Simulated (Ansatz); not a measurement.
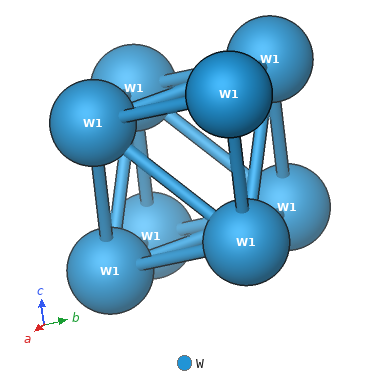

Two computed energy maps of cells of W. The picture above is the structure of the first map.

Map 1

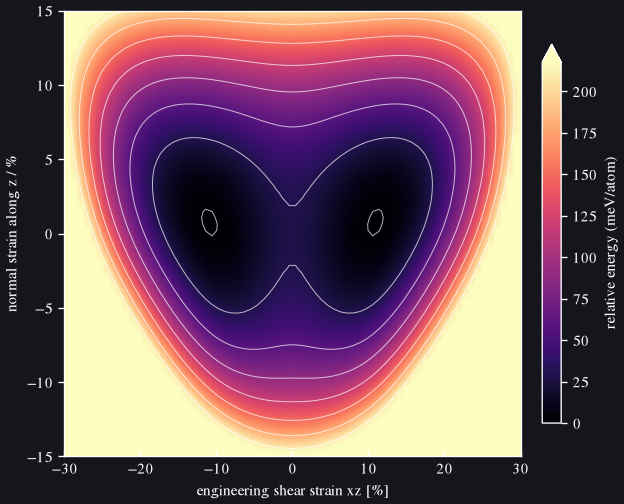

W (Fm-3m, No. 225; 1 atom in the cell). The energy is mapped over two homogeneous strains (x, y and z along the cube axes). Coordinates scanned: (1) engineering shear strain xz; (2) normal strain along z. Nothing is relaxed (symmetry fixes all fractional coordinates). The grid has 7 × 7 points; 28 points were computed and 21 follow by symmetry. Points are written as (first, second). All energies are given in meV/atom relative to the lowest grid point. Theory: DFT PBEsol, scalar-relativistic, plane waves, PAW in Ansatz 0.2.0. Settings: cutoff 420 eV, k-mesh 20×20×20, gaussian smearing 0.15 eV, no spin polarisation.

In the figure: a smooth colour map with a few white contour lines, one colour for all values above the top of the scale. Between grid points the surface is interpolated.

Map 2

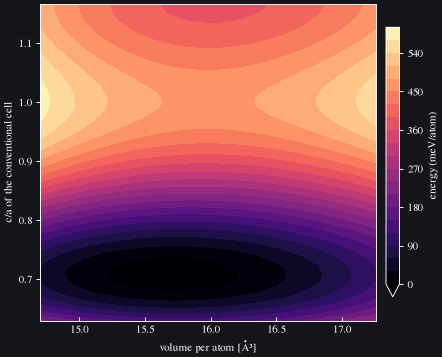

W (Fm-3m, No. 225; 1 atom in the cell). 
- The energy is mapped over volume and the cell's shape.
- First axis: volume per atom. Second axis: c/a of the conventional cell.
- Nothing is relaxed (symmetry fixes all fractional coordinates).
- Grid: 7 × 9 points.
- Points are written as (first, second).
- Energies: meV/atom, counted from the lowest grid point.
- This map comes from Ansatz, DFT PBEsol, scalar-relativistic, plane waves, PAW. Settings: cutoff 420 eV, k-mesh 22×22×22, gaussian smearing 0.15 eV, no spin polarisation.

Drawn: filled contours. Between grid points the surface is interpolated.

**What does each map show?**

Map 1: The lowest grid point is at (−10 %, 0 %); the map holds 2 wells of about this depth. The reference structure, at (0 %, 0 %), is a saddle of this map. No other kind of well shows on this grid. The highest grid point, (−30 %, −15 %), lies 1560 meV/atom above the lowest. On the interpolated surface the easiest way out of the lowest well to a well of about the same depth near (10 %, 0 %) passes a barrier of about 29 meV/atom. Round the minimum the valley is somewhat tilted: raising engineering shear strain xz shifts the best value of normal strain along z downwards (coupling k₁₂/√(k₁₁k₂₂) about 0.3). The reference (Fm-3m) is not the lowest structure on this map: a distortion lowers the energy (space group Immm at the lowest grid point).
Map 2: The lowest grid point is at (15.55 Å³, 0.734). The bottom of the well lies between grid points, at about (15.69 Å³, 0.707), about 16 meV/atom lower on the interpolated surface. The reference structure, at (15.98 Å³, 1.000) [fcc], is a saddle of this map. It is the only kind of minimum in the scanned range. The highest grid point, (14.70 Å³, 1.000) [fcc], lies 583 meV/atom above the lowest. The reference (Fm-3m) is not the lowest structure on this map: the low region lies near c/a = 0.71, the bcc structure.

**Maps 1, 2 start from a relaxed reference structure. Do they show a way to lower its energy?**

Yes. In map 1 the point (−10 %, 0 %) lies 29 meV/atom below the reference. In map 2 the point (15.55 Å³, 0.734) lies 473 meV/atom below the reference.

PAW datasets: the set soft_1.
